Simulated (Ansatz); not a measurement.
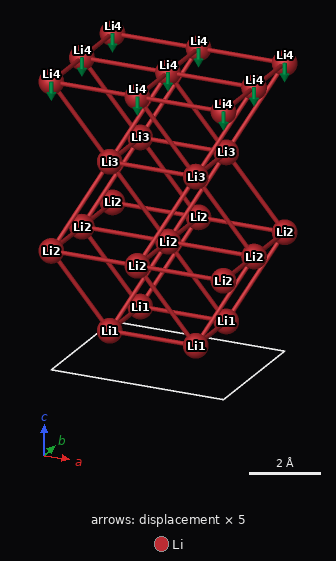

A constrained relaxation of a slab of composition Li (cut from the Im-3m phase). The starting structure is drawn; green arrows show the displacements, 5 times their true length.

Style: ball-and-stick. Shown: the 2 × 2 repeat of the cell, outlined in the plane, without the vacuum, slightly off an axis.

Case: clean slab, lower half held. The slab is the (1 1 0) face of Li. 2 atoms are held fixed.

Method: DFT r2SCAN, scalar-relativistic, plane waves, PAW (Ansatz). (plane-wave cutoff 500 eV; k-point mesh 10 × 10 × 1; occupations gaussian; smearing width 0.1 eV; no spin polarisation; dipole correction; atoms relaxed in a fixed cell; force threshold 0.03 eV/Å; at most 70 steps)

> Describe the change and its energy.

Li4 moves most: 0.11 Å along the normal (−c). The cell stays as it was. Near-neighbour distances that change, for instance: Li3–Li4 3.011 → 2.933 Å, Li2–Li3 3.011 → 2.998 Å. Among the angles between lasting bonds that change: Li3–Li4–Li3 70.5° → 72.7°. The energy falls by 4.0 meV per cell of the calculation in 1 geometry step. Largest force component: 0.07 eV/Å at the start, 0.008 eV/Å at the end. Cost: 31 s on 1 thread of Intel(R) Xeon(R) Platinum 8488C (Sapphire Rapids), with other jobs on the host, peak memory 0.53 GiB.
